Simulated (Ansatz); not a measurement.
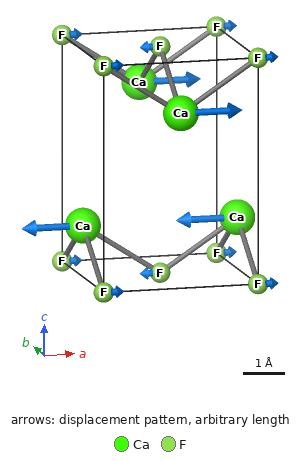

The lowest optical mode of a crystal of CaF (a generated structure), space group P4/nmm (No. 129), at the zone centre. Displacements are drawn as blue arrows; their common scale and sign are arbitrary. A ball-and-stick model of the cell of the calculation, seen slightly off an axis.

The calculation used DFT PBE, scalar-relativistic, plane waves, PAW (Ansatz 0.2.0). Set-up: plane-wave cutoff 420 eV; k-point mesh 12 × 12 × 8; occupations fermi dirac; smearing width 0.15 eV; no spin polarisation.

The frequencies depend somewhat on the k-mesh and the smearing.

Q: Is this crystal at a minimum with respect to the drawn distortion?

A: Yes: this softest mode has a real frequency, and so have all others here. That speaks for this wave vector alone: the rest of the zone wasn't checked in this run. This is the E_g mode (doubly degenerate; one member of the set is drawn) at 153 cm⁻¹, the lowest optical level, Raman-active by symmetry. All motion is along a; atoms of one kind move against one another, with no net shift of any sublattice; the kinetic energy is shared as Ca 97 %, F 3 %.
